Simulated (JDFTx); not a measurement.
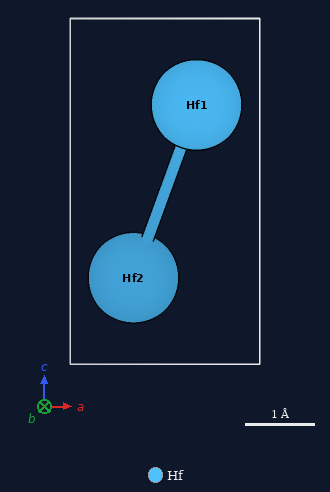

*The input geometry (ball-and-stick view of the cell of the calculation, along the b axis; atoms are numbered from 1 in the order of the input). An atom can appear more than once, as a periodic image.*

Near neighbours in the periodic cell (some may lie outside the picture): Hf has 12 Hf at 3.13 to 3.20 Å.

Geometry relaxation, with input and output: Hf (part 1 of 3)

The run: geometry relaxation of Hf (2 atoms in the cell). Method and program: Kohn-Sham DFT of a periodic cell, LDA, SG15-PBE-1.2, no spin polarisation (JDFTx 1.7.0 (patched build)).

The structure derives from an entry of the Crystallography Open Database.

**Output**
```
*************** JDFTx 1.7.0 (patched build) ***************

Input parsed successfully to the following command list (including defaults):

basis kpoint-dependent
coords-type Lattice
core-overlap-check vector
coulomb-interaction Periodic
davidson-band-ratio 1.1
dump End Forces ElecDensity KEdensity BandEigs EigStats Ecomponents Stress Kpoints
dump-name run.$VAR
elec-cutoff 40 320
elec-eigen-algo Davidson
elec-ex-corr lda-PW
elec-n-bands 34 1
elec-smearing Fermi 0.00183747
electronic-minimize  \
	dirUpdateScheme      FletcherReeves \
	linminMethod         DirUpdateRecommended \
	nIterations          30 \
	history              15 \
	knormThreshold       0 \
	maxThreshold         no \
	energyDiffThreshold  1e-07 \
	nEnergyDiff          2 \
	convergeAll          no \
	alphaTstart          1 \
	alphaTmin            1e-10 \
	updateTestStepSize   yes \
	alphaTreduceFactor   0.1 \
	alphaTincreaseFactor 3 \
	nAlphaAdjustMax      3 \
	wolfeEnergy          0.0001 \
	wolfeGradient        0.9 \
	abortOnFailedStep    no \
	fdTest               no
electronic-scf  \
	nIterations	100 \
	energyDiffThreshold	1e-09 \
	residualThreshold	1e-07 \
	mixFraction	0.5 \
	qMetric	0.8 \
	history	10 \
	nEigSteps	2 \
	eigDiffThreshold	1e-08 \
	mixedVariable	Density \
	qKerker	0.8 \
	qKappa	-1 \
	verbose	no \
	mixFractionMag	1.5
exchange-regularization WignerSeitzTruncated
fluid None
fluid-ex-corr lda-TF lda-PZ
fluid-gummel-loop 10 1.000000e-05
fluid-minimize  \
	dirUpdateScheme      PolakRibiere \
	linminMethod         DirUpdateRecommended \
	nIterations          100 \
	history              15 \
	knormThreshold       0 \
	maxThreshold         no \
	energyDiffThreshold  0 \
	nEnergyDiff          2 \
	convergeAll          no \
	alphaTstart          1 \
	alphaTmin            1e-10 \
	updateTestStepSize   yes \
	alphaTreduceFactor   0.1 \
	alphaTincreaseFactor 3 \
	nAlphaAdjustMax      3 \
	wolfeEnergy          0.0001 \
	wolfeGradient        0.9 \
	abortOnFailedStep    no \
	fdTest               no
fluid-solvent H2O 55.338 ScalarEOS \
	epsBulk 78.4 \
	pMol 0.92466 \
	epsInf 1.77 \
	Pvap 1.06736e-10 \
	sigmaBulk 4.62e-05 \
	Rvdw 2.61727 \
	Res 1.42 \
	tauNuc 343133 \
	poleEl 15 7 1
forces-output-coords Cartesian
ion Hf   0.666666666700000   0.333333333300000   0.750000000000000 1
ion Hf   0.333333333300000   0.666666666700000   0.250000000000000 1
ion-species pseudo/Hf.upf
ion-width 0
ionic-minimize  \
	dirUpdateScheme      L-BFGS \
	linminMethod         DirUpdateRecommended \
	nIterations          0 \
	history              15 \
	knormThreshold       0.0001 \
	maxThreshold         no \
	energyDiffThreshold  1e-06 \
	nEnergyDiff          2 \
	convergeAll          no \
	alphaTstart          1 \
	alphaTmin            1e-10 \
	updateTestStepSize   yes \
	alphaTreduceFactor   0.1 \
	alphaTincreaseFactor 3 \
	nAlphaAdjustMax      3 \
	wolfeEnergy          0.0001 \
	wolfeGradient        0.9 \
	abortOnFailedStep    no \
	fdTest               no
kpoint   0.000000000000   0.000000000000   0.000000000000  1.00000000000000
kpoint-folding 2 2 1
latt-move-scale 1 1 1
latt-scale 1 1 1
lattice  \
	   6.040887502600000   -3.020443751300000    0.000000000000000  \
	   0.000000000000000    5.231562038700000    0.000000000000000  \
	   0.000000000000000    0.000000000000000    9.557856793099999
lattice-minimize  \
	dirUpdateScheme      L-BFGS \
	linminMethod         DirUpdateRecommended \
	nIterations          40 \
	history              15 \
	knormThreshold       0 \
	maxThreshold         no \
	energyDiffThreshold  1e-06 \
	nEnergyDiff          2 \
	convergeAll          no \
	alphaTstart          1 \
	alphaTmin            1e-10 \
	updateTestStepSize   yes \
	alphaTreduceFactor   0.1 \
	alphaTincreaseFactor 3 \
	nAlphaAdjustMax      3 \
	wolfeEnergy          0.0001 \
	wolfeGradient        0.9 \
	abortOnFailedStep    no \
	fdTest               no
lcao-params -1 1e-06 0.00183747
pcm-variant GLSSA13
perturb-minimize  \
	nIterations            0 \
	algorithm              MINRES \
	residualTol            0.0001 \
	residualDiffThreshold  0.0001 \
	CGBypass               no \
	recomputeResidual      no
spintype no-spin
subspace-rotation-factor 1 yes
symmetries automatic
symmetry-threshold 0.0001

---------- Setting up symmetries ----------

Found 24 point-group symmetries of the bravais lattice
Found 24 space-group symmetries with basis
Applied RMS atom displacement 3.48771e-10 bohrs to make symmetries exact.

---------- Initializing the Grid ----------
R =
[      6.04089     -3.02044            0  ]
[            0      5.23156            0  ]
[            0            0      9.55786  ]
unit cell volume = 302.06
G =
[    1.04011   0.600508         -0  ]
[          0    1.20102          0  ]
[          0         -0   0.657384  ]
Minimum fftbox size, Smin = [  52  52  80  ]
Chosen fftbox size, S = [  54  54  80  ]

---------- Initializing tighter grid for wavefunction operations ----------
R =
[      6.04089     -3.02044            0  ]
[            0      5.23156            0  ]
[            0            0      9.55786  ]
unit cell volume = 302.06
G =
[    1.04011   0.600508         -0  ]
[          0    1.20102          0  ]
[          0         -0   0.657384  ]
Minimum fftbox size, Smin = [  36  36  56  ]
Chosen fftbox size, S = [  36  36  56  ]

---------- Exchange Correlation functional ----------
Initalized Slater LDA exchange.
Initalized Perdew-Wang LDA correlation.

---------- Setting up pseudopotentials ----------
Width of ionic core gaussian charges (only for fluid interactions / plotting) set to 0

Reading pseudopotential file 'pseudo/Hf.upf':
  'Hf' pseudopotential, 'PBE' functional
  WARNING: this pseudopotential is for another kind of functional than that of the calculation, 'lda-PW'.
  Generated using ONCVPSP code by D. R. Hamann
  26 valence electrons, 0 orbitals, 8 projectors, 602 radial grid points, with lMax = 3
  Core radius for overlap checks: 2.66 bohrs.

Initialized 1 species with 2 total atoms.

Folded 1 k-points by 2x2x1 to 4 k-points.

---------- Setting up k-points, bands, fillings ----------
Reduced to 2 k-points under symmetry.
Computing the number of bands and number of electrons
Calculating initial fillings.
nElectrons:  52.000000   nBands: 34   nStates: 2

----- Setting up reduced wavefunction bases (one per k-point) -----
average nbasis = 3660.750 , ideal nbasis = 3649.864

---------- Setting up ewald sum ----------
Optimum gaussian width for ewald sums = 2.384712 bohr.
Real space sum over 1521 unit cells with max indices [  6  6  4  ]
Reciprocal space sum over 2057 terms with max indices [  5  5  8  ]

---------- Allocating electronic variables ----------
Initializing wave functions:  (No orbitals for LCAO)  bandwidth-limited random numbers

--------- Lattice Minimization ---------

Setting the auxilliary hamiltonian equal to the subspace hamiltonian.

-------- Electronic minimization -----------
Will mix electronic density at each iteration.
	FillingsUpdate:  mu: +2.306172670  nElectrons: 52.000000
	FillingsUpdate:  mu: -1.231822117  nElectrons: 52.000000
SCF: Cycle:  0   F: -415.472348947119940   dF: -1.009e+02   |Residual|: 6.197e+00   |deigs|: 3.456e+00
	FillingsUpdate:  mu: -1.066812302  nElectrons: 52.000000
SCF: Cycle:  1   F: -426.975745050026262   dF: -1.150e+01   |Residual|: 5.291e+00   |deigs|: 9.367e-01
	FillingsUpdate:  mu: +1.078376685  nElectrons: 52.000000
SCF: Cycle:  2   F: -438.895965369604085   dF: -1.192e+01   |Residual|: 2.997e+00   |deigs|: 2.750e+00
	FillingsUpdate:  mu: +0.926220191  nElectrons: 52.000000
SCF: Cycle:  3   F: -445.185769793390421   dF: -6.290e+00   |Residual|: 1.161e+00   |deigs|: 3.332e-01
	FillingsUpdate:  mu: +0.915503782  nElectrons: 52.000000
SCF: Cycle:  4   F: -446.072537151149163   dF: -8.868e-01   |Residual|: 5.928e-01   |deigs|: 4.966e-02
	FillingsUpdate:  mu: +0.897991635  nElectrons: 52.000000
SCF: Cycle:  5   F: -446.775715189284711   dF: -7.032e-01   |Residual|: 1.198e-01   |deigs|: 7.531e-02
	FillingsUpdate:  mu: +0.890077375  nElectrons: 52.000000
SCF: Cycle:  6   F: -446.805092801446506   dF: -2.938e-02   |Residual|: 1.574e-01   |deigs|: 2.547e-02
	FillingsUpdate:  mu: +0.893868265  nElectrons: 52.000000
SCF: Cycle:  7   F: -446.815596427337482   dF: -1.050e-02   |Residual|: 7.801e-02   |deigs|: 1.347e-02
	FillingsUpdate:  mu: +0.897914956  nElectrons: 52.000000
SCF: Cycle:  8   F: -446.820176005045198   dF: -4.580e-03   |Residual|: 1.988e-02   |deigs|: 1.288e-02
	FillingsUpdate:  mu: +0.898646280  nElectrons: 52.000000
SCF: Cycle:  9   F: -446.820326755193719   dF: -1.508e-04   |Residual|: 5.851e-03   |deigs|: 3.403e-03
	FillingsUpdate:  mu: +0.898855627  nElectrons: 52.000000
SCF: Cycle: 10   F: -446.820335378845016   dF: -8.624e-06   |Residual|: 1.736e-03   |deigs|: 6.480e-04
	FillingsUpdate:  mu: +0.898712156  nElectrons: 52.000000
SCF: Cycle: 11   F: -446.820337360340716   dF: -1.981e-06   |Residual|: 4.761e-04   |deigs|: 4.616e-04
	FillingsUpdate:  mu: +0.898759908  nElectrons: 52.000000
SCF: Cycle: 12   F: -446.820337834042164   dF: -4.737e-07   |Residual|: 2.806e-04   |deigs|: 1.614e-04
	FillingsUpdate:  mu: +0.898734922  nElectrons: 52.000000
SCF: Cycle: 13   F: -446.820337975509915   dF: -1.415e-07   |Residual|: 1.789e-04   |deigs|: 1.090e-04
	FillingsUpdate:  mu: +0.898747678  nElectrons: 52.000000
SCF: Cycle: 14   F: -446.820338044012658   dF: -6.850e-08   |Residual|: 3.548e-05   |deigs|: 1.155e-04
	FillingsUpdate:  mu: +0.898747663  nElectrons: 52.000000
SCF: Cycle: 15   F: -446.820338055426021   dF: -1.141e-08   |Residual|: 1.645e-05   |deigs|: 3.653e-05
	FillingsUpdate:  mu: +0.898747069  nElectrons: 52.000000
SCF: Cycle: 16   F: -446.820338061991094   dF: -6.565e-09   |Residual|: 1.036e-05   |deigs|: 4.589e-05
	FillingsUpdate:  mu: +0.898747329  nElectrons: 52.000000
SCF: Cycle: 17   F: -446.820338062890016   dF: -8.989e-10   |Residual|: 2.043e-06   |deigs|: 1.125e-05
	FillingsUpdate:  mu: +0.898747388  nElectrons: 52.000000
SCF: Cycle: 18   F: -446.820338063329700   dF: -4.397e-10   |Residual|: 2.425e-06   |deigs|: 3.034e-06
SCF: Converged (|Delta E|<1.000000e-09 for 2 iters).

Setting wave functions to eigenvectors of Hamiltonian
# Lattice vectors:
R =
[      6.04089     -3.02044            0  ]
[            0      5.23156            0  ]
[            0            0      9.55786  ]
unit cell volume = 302.06

# Strain tensor in Cartesian coordinates:
[            0            0            0  ]
[            0            0            0  ]
[            0            0            0  ]

# Stress tensor in Cartesian coordinates [Eh/a0^3]:
[  0.000158242            0            0  ]
[            0  0.000158242            0  ]
[            0            0   0.00124834  ]

# Ionic positions in lattice coordinates:
ion Hf   0.666666666666667   0.333333333333333   0.750000000000000 1
ion Hf   0.333333333333333   0.666666666666667   0.250000000000000 1

# Forces in Cartesian coordinates:
force Hf   0.000000000000000  -0.000000000000000  -0.000000000000000 1
force Hf   0.000000000000000   0.000000000000000  -0.000000000000000 1

# Energy components:
   Eewald =     -366.5642072897497883
       EH =      102.5745270488078944
     Eloc =     -248.5608646703441877
      Enl =      -85.5025770849672142
      Exc =      -37.6998254780684263
       KE =      188.9357714811386586
-------------------------------------
     Etot =     -446.8171759931831275
       TS =        0.0031620701465703
-------------------------------------
        F =     -446.8203380633297002

LatticeMinimize: Iter:   0  F: -446.820338063329700  |grad|_K:  5.709e-02

-------- Electronic minimization -----------
Will mix electronic density at each iteration.
	FillingsUpdate:  mu: +0.898747388  nElectrons: 52.000000
	FillingsUpdate:  mu: +0.909450103  nElectrons: 52.000000
SCF: Cycle:  0   F: -446.818673955535417   dF: -1.984e-02   |Residual|: 1.190e-01   |deigs|: 6.897e-04
	FillingsUpdate:  mu: +0.908200804  nElectrons: 52.000000
SCF: Cycle:  1   F: -446.822846521282031   dF: -4.173e-03   |Residual|: 5.039e-02   |deigs|: 1.292e-02
	FillingsUpdate:  mu: +0.907980451  nElectrons: 52.000000
SCF: Cycle:  2   F: -446.823904004139990   dF: -1.057e-03   |Residual|: 1.424e-02   |deigs|: 7.844e-03
	FillingsUpdate:  mu: +0.908972147  nElectrons: 52.000000
SCF: Cycle:  3   F: -446.823903256077415   dF: +7.481e-07   |Residual|: 1.373e-02   |deigs|: 4.857e-03
	FillingsUpdate:  mu: +0.908775787  nElectrons: 52.000000
SCF: Cycle:  4   F: -446.823985301989524   dF: -8.205e-05   |Residual|: 1.175e-03   |deigs|: 1.983e-03
	FillingsUpdate:  mu: +0.908696125  nElectrons: 52.000000
SCF: Cycle:  5   F: -446.823987270922714   dF: -1.969e-06   |Residual|: 4.770e-04   |deigs|: 2.104e-04
	FillingsUpdate:  mu: +0.908724782  nElectrons: 52.000000
SCF: Cycle:  6   F: -446.823987640241910   dF: -3.693e-07   |Residual|: 2.125e-04   |deigs|: 8.007e-05
	FillingsUpdate:  mu: +0.908728829  nElectrons: 52.000000
SCF: Cycle:  7   F: -446.823987653114159   dF: -1.287e-08   |Residual|: 3.433e-04   |deigs|: 1.011e-05
	FillingsUpdate:  mu: +0.908736737  nElectrons: 52.000000
SCF: Cycle:  8   F: -446.823987709361120   dF: -5.625e-08   |Residual|: 1.072e-04   |deigs|: 4.246e-05
	FillingsUpdate:  mu: +0.908739857  nElectrons: 52.000000
SCF: Cycle:  9   F: -446.823987716339786   dF: -6.979e-09   |Residual|: 1.042e-05   |deigs|: 1.498e-05
	FillingsUpdate:  mu: +0.908739487  nElectrons: 52.000000
SCF: Cycle: 10   F: -446.823987716898330   dF: -5.585e-10   |Residual|: 7.714e-06   |deigs|: 7.393e-07
	FillingsUpdate:  mu: +0.908739725  nElectrons: 52.000000
SCF: Cycle: 11   F: -446.823987717077102   dF: -1.788e-10   |Residual|: 7.415e-06   |deigs|: 1.888e-06
SCF: Converged (|Delta E|<1.000000e-09 for 2 iters).

Setting wave functions to eigenvectors of Hamiltonian
LatticeMinimize: 	Wolfe criterion not satisfied: alpha: 1  (E-E0)/|gdotd0|: -1.11959  gdotd/gdotd0: 1.18861 (taking cubic step)

-------- Electronic minimization -----------
Will mix electronic density at each iteration.
	FillingsUpdate:  mu: +0.908739725  nElectrons: 52.000000
	FillingsUpdate:  mu: +0.928528368  nElectrons: 52.000000
SCF: Cycle:  0   F: -446.809483730606814   dF: -7.814e-02   |Residual|: 2.359e-01   |deigs|: 2.795e-03
	FillingsUpdate:  mu: +0.925398466  nElectrons: 52.000000
SCF: Cycle:  1   F: -446.827021014041122   dF: -1.754e-02   |Residual|: 9.743e-02   |deigs|: 2.713e-02
	FillingsUpdate:  mu: +0.924317299  nElectrons: 52.000000
SCF: Cycle:  2   F: -446.831468380189392   dF: -4.447e-03   |Residual|: 2.838e-02   |deigs|: 1.648e-02
	FillingsUpdate:  mu: +0.926433587  nElectrons: 52.000000
SCF: Cycle:  3   F: -446.831389912323971   dF: +7.847e-05   |Residual|: 2.843e-02   |deigs|: 9.657e-03
	FillingsUpdate:  mu: +0.925883820  nElectrons: 52.000000
SCF: Cycle:  4   F: -446.831753906049869   dF: -3.640e-04   |Residual|: 2.213e-03   |deigs|: 4.351e-03
	FillingsUpdate:  mu: +0.925701475  nElectrons: 52.000000
SCF: Cycle:  5   F: -446.831760560573059   dF: -6.655e-06   |Residual|: 1.940e-03   |deigs|: 5.473e-04
	FillingsUpdate:  mu: +0.925778505  nElectrons: 52.000000
SCF: Cycle:  6   F: -446.831763001693105   dF: -2.441e-06   |Residual|: 8.654e-04   |deigs|: 2.635e-04
	FillingsUpdate:  mu: +0.925797996  nElectrons: 52.000000
SCF: Cycle:  7   F: -446.831763189461185   dF: -1.878e-07   |Residual|: 7.494e-04   |deigs|: 3.772e-05
	FillingsUpdate:  mu: +0.925821374  nElectrons: 52.000000
SCF: Cycle:  8   F: -446.831763465232541   dF: -2.758e-07   |Residual|: 4.768e-05   |deigs|: 1.184e-04
	FillingsUpdate:  mu: +0.925822267  nElectrons: 52.000000
SCF: Cycle:  9   F: -446.831763484325393   dF: -1.909e-08   |Residual|: 3.421e-05   |deigs|: 4.594e-06
	FillingsUpdate:  mu: +0.925822599  nElectrons: 52.000000
SCF: Cycle: 10   F: -446.831763487580133   dF: -3.255e-09   |Residual|: 5.020e-05   |deigs|: 2.430e-06
	FillingsUpdate:  mu: +0.925821264  nElectrons: 52.000000
SCF: Cycle: 11   F: -446.831763488931585   dF: -1.351e-09   |Residual|: 4.111e-05   |deigs|: 2.391e-06
	FillingsUpdate:  mu: +0.925818597  nElectrons: 52.000000
SCF: Cycle: 12   F: -446.831763489647983   dF: -7.164e-10   |Residual|: 1.412e-05   |deigs|: 9.489e-06
	FillingsUpdate:  mu: +0.925819417  nElectrons: 52.000000
SCF: Cycle: 13   F: -446.831763489847162   dF: -1.992e-10   |Residual|: 1.628e-06   |deigs|: 2.949e-06
SCF: Converged (|Delta E|<1.000000e-09 for 2 iters).

Setting wave functions to eigenvectors of Hamiltonian
LatticeMinimize: 	Wolfe criterion not satisfied: alpha: 3  (E-E0)/|gdotd0|: -3.50494  gdotd/gdotd0: 1.14416 (taking cubic step)

-------- Electronic minimization -----------
Will mix electronic density at each iteration.
	FillingsUpdate:  mu: +0.925819417  nElectrons: 52.000000
	FillingsUpdate:  mu: +0.964243741  nElectrons: 52.000000
SCF: Cycle:  0   F: -446.755347744621133   dF: -3.216e-01   |Residual|: 4.768e-01   |deigs|: 1.143e-02
	FillingsUpdate:  mu: +0.958844466  nElectrons: 52.000000
SCF: Cycle:  1   F: -446.826869546326350   dF: -7.152e-02   |Residual|: 1.949e-01   |deigs|: 5.385e-02
	FillingsUpdate:  mu: +0.957214936  nElectrons: 52.000000
SCF: Cycle:  2   F: -446.844374024335650   dF: -1.750e-02   |Residual|: 5.563e-02   |deigs|: 3.191e-02
	FillingsUpdate:  mu: +0.961246256  nElectrons: 52.000000
SCF: Cycle:  3   F: -446.844263935580045   dF: +1.101e-04   |Residual|: 5.197e-02   |deigs|: 1.809e-02
	FillingsUpdate:  mu: +0.960354578  nElectrons: 52.000000
SCF: Cycle:  4   F: -446.845455176950907   dF: -1.191e-03   |Residual|: 3.973e-03   |deigs|: 7.851e-03
	FillingsUpdate:  mu: +0.959988235  nElectrons: 52.000000
SCF: Cycle:  5   F: -446.845477369369576   dF: -2.219e-05   |Residual|: 4.649e-03   |deigs|: 1.114e-03
	FillingsUpdate:  mu: +0.960156117  nElectrons: 52.000000
SCF: Cycle:  6   F: -446.845484868002302   dF: -7.499e-06   |Residual|: 2.098e-03   |deigs|: 5.638e-04
	FillingsUpdate:  mu: +0.960205332  nElectrons: 52.000000
SCF: Cycle:  7   F: -446.845486711430397   dF: -1.843e-06   |Residual|: 7.521e-04   |deigs|: 1.988e-04
	FillingsUpdate:  mu: +0.960220398  nElectrons: 52.000000
SCF: Cycle:  8   F: -446.845487068450439   dF: -3.570e-07   |Residual|: 1.400e-04   |deigs|: 8.934e-05
	FillingsUpdate:  mu: +0.960231799  nElectrons: 52.000000
SCF: Cycle:  9   F: -446.845487113640672   dF: -4.519e-08   |Residual|: 2.601e-04   |deigs|: 5.689e-05
	FillingsUpdate:  mu: +0.960226779  nElectrons: 52.000000
SCF: Cycle: 10   F: -446.845487139970544   dF: -2.633e-08   |Residual|: 1.673e-04   |deigs|: 2.208e-05
	FillingsUpdate:  mu: +0.960222414  nElectrons: 52.000000
SCF: Cycle: 11   F: -446.845487149426958   dF: -9.456e-09   |Residual|: 7.839e-05   |deigs|: 1.732e-05
	FillingsUpdate:  mu: +0.960219205  nElectrons: 52.000000
SCF: Cycle: 12   F: -446.845487152619626   dF: -3.193e-09   |Residual|: 1.709e-05   |deigs|: 1.441e-05
	FillingsUpdate:  mu: +0.960220492  nElectrons: 52.000000
SCF: Cycle: 13   F: -446.845487153067779   dF: -4.482e-10   |Residual|: 2.043e-05   |deigs|: 6.139e-06
	FillingsUpdate:  mu: +0.960220180  nElectrons: 52.000000
SCF: Cycle: 14   F: -446.845487153274121   dF: -2.063e-10   |Residual|: 1.490e-05   |deigs|: 1.199e-06
SCF: Converged (|Delta E|<1.000000e-09 for 2 iters).

Setting wave functions to eigenvectors of Hamiltonian
LatticeMinimize: 	Wolfe criterion not satisfied: alpha: 7  (E-E0)/|gdotd0|: -7.7149  gdotd/gdotd0: 0.91819 (taking cubic step)
```
